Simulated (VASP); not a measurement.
Band-structure calculation, with input and output: ZrO2

The run: band-structure calculation of ZrO2 (P4₂/nmc, 6 atoms in the cell). Method and program: DFT, PBE, plane waves, PAW (VASP 6.6.1).

The structure derives from a Materials Project entry. The geometry comes from this level: r2SCAN (a point of a series of strains). It belongs to a series of runs on one base structure; here: uniaxial_z strain -4.0%.

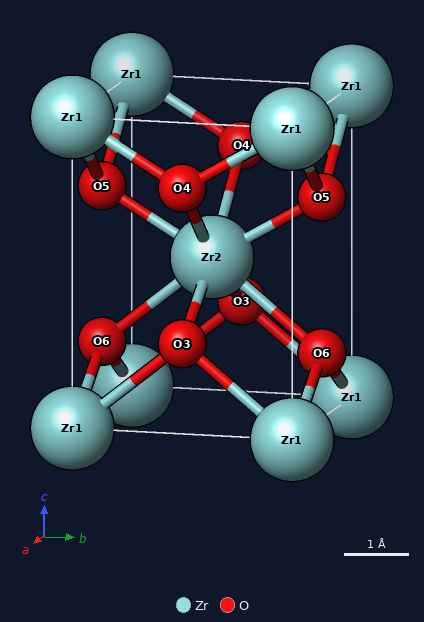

The structure as given in the input (ball-and-stick view of the cell of the calculation, seen slightly off an axis; atoms are numbered from 1 in the order of the input). An atom can appear more than once, as a periodic image.

**Summary**

```tsv
quantity	value
outcome	converged
space group (tolerance 0.01 Å)	P4₂/nmc (137)
electrons treated	48
free energy	−57.1433 eV
Fermi energy	7.500 eV
band gap	3.69 eV
pressure	11.18 GPa
largest force (length of the vector)	0.031 eV/Å
hardware	1 CPU thread, shared host
wall time	94 s
peak memory	0.29 GiB
```

**INCAR**
```
ENCUT = 520.000000
SIGMA = 0.020000
EDIFF = 1.00e-07
GGA = PE
PREC = Accurate
IBRION = -1
ISIF = 2
ISMEAR = -1
NBANDS = 33
NELM = 120
NSW = 0
LASPH = .TRUE.
LCHARG = .TRUE.
LELF = .TRUE.
LWAVE = .FALSE.
LREAL = .FALSE.
```

**KPOINTS**
```
KPOINTS created by Atomic Simulation Environment
0
Gamma
8 8 6
0 0 0
```

**KPOINTS_OPT**
```
special points
7
Reciprocal
0.0000000000 0.0000000000 0.0000000000 1
0.0000000000 0.5000000000 0.0000000000 1
0.5000000000 0.5000000000 0.0000000000 1
0.0000000000 0.0000000000 0.5000000000 1
0.0000000000 0.5000000000 0.5000000000 1
0.5000000000 0.5000000000 0.5000000000 1
-0.1979170000 0.1822920000 0.0000000000 1
```

**POSCAR**
```
Zr O
 1.0000000000000000
     3.6010285391000001    0.0000000000000000    0.0000000000000000
     0.0000000000000000    3.6010285391000001    0.0000000000000000
     0.0000000000000000    0.0000000000000000    5.0180734218999996
 Zr  O
   2   4
Cartesian
 -0.0000000000000000 -0.0000000000000000  0.0000000000000000
  1.8005142695499998  1.8005142695499998  2.5090367109499994
  0.0000000000000000  1.8005142695499998  1.4533615638459378
 -0.0000000000000000  1.8005142695499998  3.9623982747959374
  1.8005142695499998  0.0000000000000000  3.5647118580540611
  1.8005142695499998 -0.0000000000000000  1.0556751471040615
```

Launch command:
```bash
mpirun -np 1 vasp_std
```

**OSZICAR**
```
N       E                     dE             d eps       ncg     rms          rms(c)
DAV:   1     0.428225366713E+03    0.42823E+03   -0.27429E+04  3960   0.150E+03
DAV:   2    -0.406328491480E+02   -0.46886E+03   -0.44874E+03  5069   0.411E+02
DAV:   3    -0.680678737530E+02   -0.27435E+02   -0.27275E+02  5784   0.932E+01
DAV:   4    -0.694021900358E+02   -0.13343E+01   -0.13328E+01  5732   0.162E+01
DAV:   5    -0.694266198997E+02   -0.24430E-01   -0.24429E-01  5314   0.216E+00    0.374E+01
DAV:   6    -0.570911645851E+02    0.12335E+02   -0.48820E+01  4685   0.461E+01    0.137E+01
DAV:   7    -0.571789631810E+02   -0.87799E-01   -0.35765E+00  5753   0.101E+01    0.987E+00
DAV:   8    -0.571701916329E+02    0.87715E-02   -0.65423E-01  4668   0.557E+00    0.245E+00
DAV:   9    -0.571415891162E+02    0.28603E-01   -0.16519E-01  4955   0.225E+00    0.681E-01
DAV:  10    -0.571440412566E+02   -0.24521E-02   -0.19643E-02  4585   0.119E+00    0.631E-01
DAV:  11    -0.571432959276E+02    0.74533E-03   -0.33879E-03  4843   0.503E-01    0.571E-02
DAV:  12    -0.571433217568E+02   -0.25829E-04   -0.25331E-04  5268   0.101E-01    0.437E-02
DAV:  13    -0.571433270166E+02   -0.52598E-05   -0.14576E-05  4861   0.278E-02    0.899E-03
DAV:  14    -0.571433280375E+02   -0.10209E-05   -0.23322E-06  5087   0.103E-02    0.487E-04
DAV:  15    -0.571433280553E+02   -0.17813E-07   -0.15300E-07  3805   0.242E-03
   1 F= -.57143328E+02 E0= -.57143328E+02  d E =-.155546E-11
       N       E                     dE             ncg
DAV:   1     0.566290029483E+04   -0.67428E+04      462
DAV:   2     0.255573672681E+04   -0.31072E+04      543
DAV:   3     0.234905205354E+04   -0.20668E+03      718
DAV:   4     0.233906000617E+04   -0.99920E+01      615
DAV:   5     0.233875539882E+04   -0.30461E+00      642
DAV:   6     0.233875190368E+04   -0.34951E-02      617
DAV:   7     0.233875186262E+04   -0.41062E-04      642
DAV:   8     0.233875186146E+04   -0.11608E-05      560
DAV:   9     0.233875186144E+04   -0.16497E-07      394
```

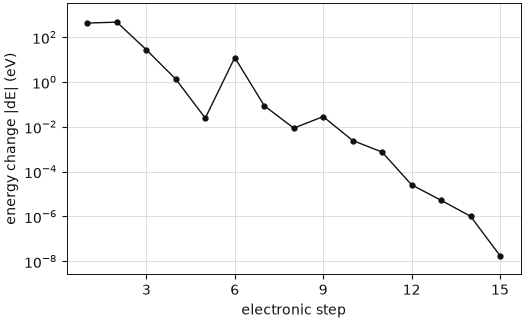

Convergence of the self-consistent field: energy change |dE| against the electronic step. It takes 15 electronic steps. The density is held fixed in the first few steps, and dE rises again when its update begins.

**Parts of OUTCAR**
```
k-points           NKPTS =     60   k-points in BZ     NKDIM =     60   number of bands    NBANDS=     33

   NELECT =      48.0000    total number of electrons

   dimension x,y,z NGX =    28 NGY =   28 NGZ =   40
   dimension x,y,z NGXF=    56 NGYF=   56 NGZF=   80

  energy-cutoff  :      520.00
  volume of cell :       65.07
      direct lattice vectors                 reciprocal lattice vectors
     3.601028539  0.000000000  0.000000000     0.277698438  0.000000000  0.000000000
     0.000000000  3.601028539  0.000000000     0.000000000  0.277698438  0.000000000
     0.000000000  0.000000000  5.018073422     0.000000000  0.000000000  0.199279667

 k-points in reciprocal lattice and weights: KPOINTS created by Atomic Simulation Env
   0.00000000  0.00000000  0.00000000       0.003
   0.12500000  0.00000000  0.00000000       0.010
   0.25000000  0.00000000  0.00000000       0.010
   0.37500000  0.00000000  0.00000000       0.010
   0.50000000  0.00000000  0.00000000       0.005
   0.12500000  0.12500000  0.00000000       0.010
   0.25000000  0.12500000  0.00000000       0.021
   0.37500000  0.12500000  0.00000000       0.021
   0.50000000  0.12500000  0.00000000       0.010
   0.25000000  0.25000000  0.00000000       0.010
   0.37500000  0.25000000  0.00000000       0.021
   0.50000000  0.25000000  0.00000000       0.010
   0.37500000  0.37500000  0.00000000       0.010
   0.50000000  0.37500000  0.00000000       0.010
   0.50000000  0.50000000  0.00000000       0.003
   0.00000000  0.00000000  0.16666667       0.005
   0.12500000  0.00000000  0.16666667       0.021
   0.25000000  0.00000000  0.16666667       0.021
   0.37500000  0.00000000  0.16666667       0.021
   0.50000000  0.00000000  0.16666667       0.010
   0.12500000  0.12500000  0.16666667       0.021
   0.25000000  0.12500000  0.16666667       0.042
   0.37500000  0.12500000  0.16666667       0.042
   0.50000000  0.12500000  0.16666667       0.021
   0.25000000  0.25000000  0.16666667       0.021
   0.37500000  0.25000000  0.16666667       0.042
   0.50000000  0.25000000  0.16666667       0.021
   0.37500000  0.37500000  0.16666667       0.021
   0.50000000  0.37500000  0.16666667       0.021
   0.50000000  0.50000000  0.16666667       0.005
   0.00000000  0.00000000  0.33333333       0.005
   0.12500000  0.00000000  0.33333333       0.021
   0.25000000  0.00000000  0.33333333       0.021
   0.37500000  0.00000000  0.33333333       0.021
   0.50000000  0.00000000  0.33333333       0.010
   0.12500000  0.12500000  0.33333333       0.021
   0.25000000  0.12500000  0.33333333       0.042
   0.37500000  0.12500000  0.33333333       0.042
   0.50000000  0.12500000  0.33333333       0.021
   0.25000000  0.25000000  0.33333333       0.021
   0.37500000  0.25000000  0.33333333       0.042
   0.50000000  0.25000000  0.33333333       0.021
   0.37500000  0.37500000  0.33333333       0.021
   0.50000000  0.37500000  0.33333333       0.021
   0.50000000  0.50000000  0.33333333       0.005
   0.00000000  0.00000000  0.50000000       0.003
   0.12500000  0.00000000  0.50000000       0.010
   0.25000000  0.00000000  0.50000000       0.010
   0.37500000  0.00000000  0.50000000       0.010
   0.50000000  0.00000000  0.50000000       0.005
   0.12500000  0.12500000  0.50000000       0.010
   0.25000000  0.12500000  0.50000000       0.021
   0.37500000  0.12500000  0.50000000       0.021
   0.50000000  0.12500000  0.50000000       0.010
   0.25000000  0.25000000  0.50000000       0.010
   0.37500000  0.25000000  0.50000000       0.021
   0.50000000  0.25000000  0.50000000       0.010
   0.37500000  0.37500000  0.50000000       0.010
   0.50000000  0.37500000  0.50000000       0.010
   0.50000000  0.50000000  0.50000000       0.003

 E-fermi :   7.4995

 k-point     1 :       0.0000    0.0000    0.0000
  band No.  band energies     occupation
      1     -40.5568      2.00000
      2     -40.4884      2.00000
      3     -19.1954      2.00000
      4     -18.6011      2.00000
      5     -18.6011      2.00000
      6     -18.4368      2.00000
      7     -18.4109      2.00000
      8     -18.4109      2.00000
      9     -10.9284      2.00000
     10      -9.7317      2.00000
     11      -8.7598      2.00000
     12      -8.5122      2.00000
     13       1.5198      2.00000
     14       1.9711      2.00000
     15       2.1079      2.00000
     16       2.1079      2.00000
     17       4.2472      2.00000
     18       4.2472      2.00000
     19       5.5402      2.00000
     20       5.5402      2.00000
     21       6.6011      2.00000
     22       6.6011      2.00000
     23       6.7178      2.00000
     24       6.9482      2.00000
     25      10.7102      0.00000
     26      11.3726      0.00000
     27      11.7628      0.00000
     28      12.1951      0.00000
     29      13.7829      0.00000
     30      14.0383      0.00000
     31      15.0152      0.00000
     32      15.0152      0.00000
     33      16.8195      0.00000

 k-point     2 :       0.1250    0.0000    0.0000
  band No.  band energies     occupation
      1     -40.5518      2.00000
      2     -40.4885      2.00000
      3     -19.1567      2.00000
      4     -18.6683      2.00000
      5     -18.5913      2.00000
      6     -18.4941      2.00000
      7     -18.4488      2.00000
      8     -18.4154      2.00000
      9     -10.7700      2.00000
     10      -9.6549      2.00000
     11      -8.8038      2.00000
     12      -8.5908      2.00000
     13       1.5484      2.00000
     14       2.0436      2.00000
     15       2.2135      2.00000
     16       2.5186      2.00000
     17       4.0566      2.00000
     18       4.2429      2.00000
     19       5.3785      2.00000
     20       5.5616      2.00000
     21       6.2549      2.00000
     22       6.2957      2.00000
     23       6.8549      2.00000
     24       6.9752      2.00000
     25      11.0049      0.00000
     26      11.4750      0.00000
     27      11.7425      0.00000
     28      12.2151      0.00000
     29      13.8424      0.00000
     30      14.3609      0.00000
     31      14.7250      0.00000
     32      15.0550      0.00000
     33      16.5001      0.00000

 k-point     3 :       0.2500    0.0000    0.0000
  band No.  band energies     occupation
      1     -40.5383      2.00000
      2     -40.4899      2.00000
      3     -19.0507      2.00000
      4     -18.8176      2.00000
      5     -18.6865      2.00000
      6     -18.5643      2.00000
      7     -18.4967      2.00000
      8     -18.4296      2.00000
      9     -10.3748      2.00000
     10      -9.5062      2.00000
     11      -8.9064      2.00000
     12      -8.7659      2.00000
     13       1.8521      2.00000
     14       2.2149      2.00000
     15       2.5227      2.00000
     16       3.3627      2.00000
     17       3.7163      2.00000
     18       4.2568      2.00000
     19       4.9367      2.00000
     20       5.2757      2.00000
     21       5.6560      2.00000
     22       6.0679      2.00000
     23       6.8431      2.00000
     24       7.0141      2.00000
     25      11.5153      0.00000
     26      11.5828      0.00000
     27      11.5979      0.00000
     28      12.2653      0.00000
     29      13.9976      0.00000
     30      14.1150      0.00000
     31      15.1338      0.00000
     32      15.1839      0.00000
     33      15.6406      0.00000

 k-point     4 :       0.3750    0.0000    0.0000
  band No.  band energies     occupation
      1     -40.5212      2.00000
      2     -40.4949      2.00000
      3     -18.9500      2.00000
      4     -18.9327      2.00000
      5     -18.8431      2.00000
      6     -18.5898      2.00000
      7     -18.5271      2.00000
      8     -18.4541      2.00000
      9      -9.9258      2.00000
     10      -9.4585      2.00000
     11      -8.9940      2.00000
     12      -8.9167      2.00000
     13       2.2903      2.00000
     14       2.3689      2.00000
     15       3.0113      2.00000
     16       3.5286      2.00000
     17       4.3141      2.00000
     18       4.3539      2.00000
     19       4.4444      2.00000
     20       4.6698      2.00000
     21       5.0413      2.00000
     22       5.9619      2.00000
     23       6.7771      2.00000
     24       6.9971      2.00000
     25      11.3048      0.00000
     26      11.3361      0.00000
     27      12.0476      0.00000
     28      12.3087      0.00000
     29      13.6168      0.00000
     30      14.4284      0.00000
     31      14.8473      0.00000
     32      15.2127      0.00000
     33      15.4247      0.00000

 k-point     5 :       0.5000    0.0000    0.0000
  band No.  band energies     occupation
      1     -40.5056      2.00000
      2     -40.5056      2.00000
      3     -18.9860      2.00000
      4     -18.9860      2.00000
      5     -18.7241      2.00000
      6     -18.7241      2.00000
      7     -18.4879      2.00000
      8     -18.4879      2.00000
      9      -9.5983      2.00000
     10      -9.5983      2.00000
     11      -8.9969      2.00000
     12      -8.9969      2.00000
     13       2.4265      2.00000
     14       2.4265      2.00000
     15       3.6340      2.00000
     16       3.6340      2.00000
     17       4.0110      2.00000
     18       4.0110      2.00000
     19       4.6018      2.00000
     20       4.6018      2.00000
     21       5.3523      2.00000
     22       5.3523      2.00000
     23       6.8924      2.00000
     24       6.8924      2.00000
     25      11.1695      0.00000
     26      11.1695      0.00000
     27      12.2705      0.00000
     28      12.2705      0.00000
     29      13.8596      0.00000
     30      13.8596      0.00000
     31      15.0232      0.00000
     32      15.0232      0.00000
     33      15.7747      0.00000

 [... the levels of 54 k-points are left out ...]

 k-point    60 :       0.5000    0.5000    0.5000
  band No.  band energies     occupation
      1     -40.4885      2.00000
      2     -40.4885      2.00000
      3     -18.9561      2.00000
      4     -18.9561      2.00000
      5     -18.9561      2.00000
      6     -18.9561      2.00000
      7     -18.6169      2.00000
      8     -18.6169      2.00000
      9      -9.0599      2.00000
     10      -9.0599      2.00000
     11      -9.0599      2.00000
     12      -9.0599      2.00000
     13       2.4861      2.00000
     14       2.4861      2.00000
     15       2.7974      2.00000
     16       2.7974      2.00000
     17       5.0051      2.00000
     18       5.0051      2.00000
     19       5.0051      2.00000
     20       5.0051      2.00000
     21       5.3813      2.00000
     22       5.3813      2.00000
     23       6.7493      2.00000
     24       6.7493      2.00000
     25      11.9466      0.00000
     26      11.9466      0.00000
     27      12.4415      0.00000
     28      12.4415      0.00000
     29      13.5053      0.00000
     30      13.5053      0.00000
     31      13.5053      0.00000
     32      13.5053      0.00000
     33      15.2301      0.00000

  Total        3.0499603      3.0499603      7.5220902      0.0000000      0.0000000      0.0000000
  in kB       75.0956229     75.0956229    185.2076763      0.0000000      0.0000000      0.0000000
  external PRESSURE =     111.7996407 kB  Pullay stress =       0.0000000 kB

 POSITION                                       TOTAL-FORCE (eV/Angst)
 -----------------------------------------------------------------------------------
      0.00000      0.00000      0.00000         0.000000     -0.000000      0.000000
      1.80051      1.80051      2.50904         0.000000      0.000000      0.000000
      0.00000      1.80051      1.45336         0.000000     -0.000000     -0.030808
      0.00000      1.80051      3.96240         0.000000     -0.000000     -0.030808
      1.80051      0.00000      3.56471        -0.000000     -0.000000      0.030808
      1.80051      0.00000      1.05568         0.000000     -0.000000      0.030808
 -----------------------------------------------------------------------------------
    total drift:                                0.000000      0.000000      0.000000

  FREE ENERGIE OF THE ION-ELECTRON SYSTEM (eV)
  ---------------------------------------------------
  free  energy   TOTEN  =       -57.1433280553 eV

  energy  without entropy=      -57.1433280553  energy(sigma->0) =      -57.14332806
```

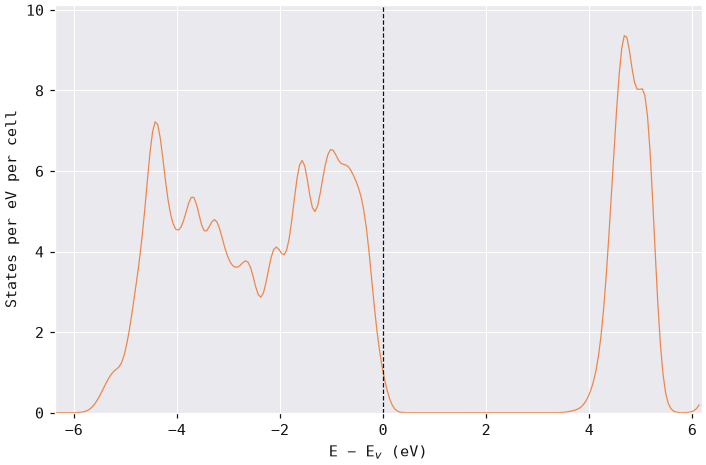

Density of states (the curve is built from the levels of the k mesh with Gaussians 0.3 eV wide, which also blur the band edges), with energies from the valence-band top. There is a gap of 3.69 eV on the k-point mesh. Small ripples come from the finite k-point mesh.
